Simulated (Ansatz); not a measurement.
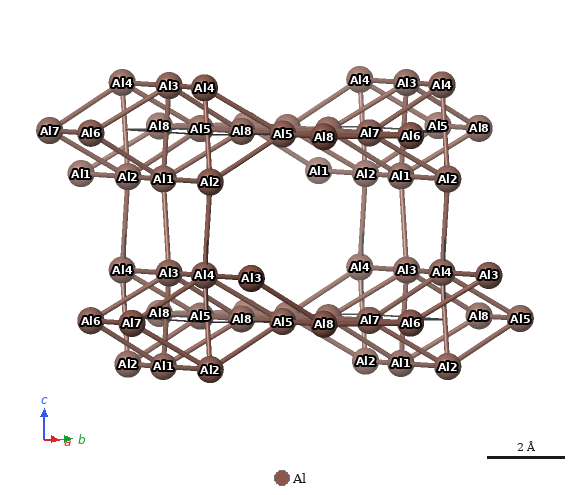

This is the input geometry for a relaxation of solid Al (a generated structure, set up in Pmma) (coarse preliminary run). Style: ball-and-stick. Shown: the cell of the calculation, from a free direction.

Computed with DFT PBE, scalar-relativistic, plane waves, PAW (Ansatz).

Input file:
```yaml
crystal:
  lattice:
    - [5.32609224, 0.0, 0.0]
    - [0.0, 6.75800509, 0.0]
    - [0.0, 0.0, 4.88553046]
  atoms:
    - { symbol: Al, position: [0.46495637, 0.0, 0.74996644] }
    - { symbol: Al, position: [0.03504363, 0.0, 0.74996644] }
    - { symbol: Al, position: [0.53504363, 0.0, 0.25003356] }
    - { symbol: Al, position: [0.96495637, 0.0, 0.25003356] }
    - { symbol: Al, position: [0.0, 0.31719465, 0.0] }
    - { symbol: Al, position: [0.5, 0.68280535, 0.0] }
    - { symbol: Al, position: [0.0, 0.68280535, 0.0] }
    - { symbol: Al, position: [0.5, 0.31719465, 0.0] }
basis:
  ecutwfc: 420
kpoints:
  mp_grid: { grid: [4, 4, 4] }
hamiltonian:
  xc: pbe
scf:
  occupations: { method: gaussian, width: 0.1 }
  lower_state_search: "off"
output:
  forces: true
  stress: true
  eigenvalues: true
relax:
  adjacent_minimum: "off"
  f_tol: 0.04
  max_steps: 70
  cell: { stress_tol: 0.4 }
```

Launched with:
```bash
ansatz run input.yaml --threads 1 --pin off --max-ram 2560MiB --backend cpu --events-out ev --progress --plain --runs-dir out
```

**What does the optimiser find from here?**

After 8 accepted moves (11 points after the start) the energy has fallen by 2.497 eV per cell of the calculation. Largest force component: 2.5 eV/Å at the start, 0.0059 eV/Å at the end. Pressure: 13.77 GPa at the start and 0.09 GPa at the end. The line search rejected the trial steps at points 6, 9 of the run. At 1 point the geometry stayed and the basis and grid were re-selected for the new cell (energy shift of 37.5 meV per cell of the calculation at most each time). The largest moves relative to the cell, 0.21 Å, are those of Al1, Al2, Al3 and Al4. Al3 goes along [−2 0 1]. The drawn cell changes as follows: a 5.326 → 5.461 Å (+2.5 %), b 6.758 → 6.984 Å (+3.3 %), c 4.886 → 5.645 Å (+15.5 %); the volume changes by +22.4 %. Near-neighbour distances that change, for instance: Al1–Al3 2.471 → 2.986 Å, Al1–Al2 2.290 → 2.731 Å, Al1–Al2 (another image) 3.036 → 2.731 Å, Al1–Al3 (another image) 2.471 → 2.659 Å. Bond angles that change, for instance: Al4–Al2–Al4 162.6° → 180.0°, Al5–Al2–Al7 120.1° → 111.2°, Al2–Al5–Al4 59.9° → 68.8°. The space group (tolerance 0.01 Å) goes from Pmma (No. 51) to Pmmm (No. 47). Cost: 100 s on 1 thread of AMD EPYC 7R43 64-Core Processor (Zen 3), on a shared host, peak memory 0.5 GiB.

The structure at the end:

```
CELL_PARAMETERS angstrom
5.46114 0.00000 0.00000
0.00000 6.98383 0.00000
0.00000 0.00000 5.64495
ATOMIC_POSITIONS crystal
Al 0.50000 0.00000 0.73550
Al 0.00000 0.00000 0.73550
Al 0.50000 0.00000 0.26450
Al 0.00000 0.00000 0.26450
Al 0.00000 0.31248 0.00000
Al 0.50000 0.68752 0.00000
Al 0.00000 0.68752 0.00000
Al 0.50000 0.31248 0.00000
```

The end point in the same view:

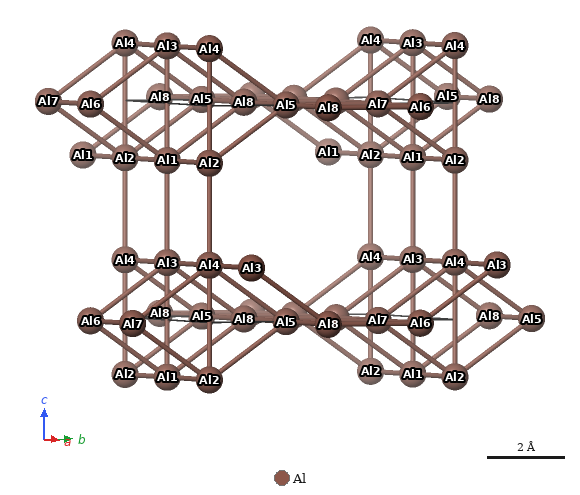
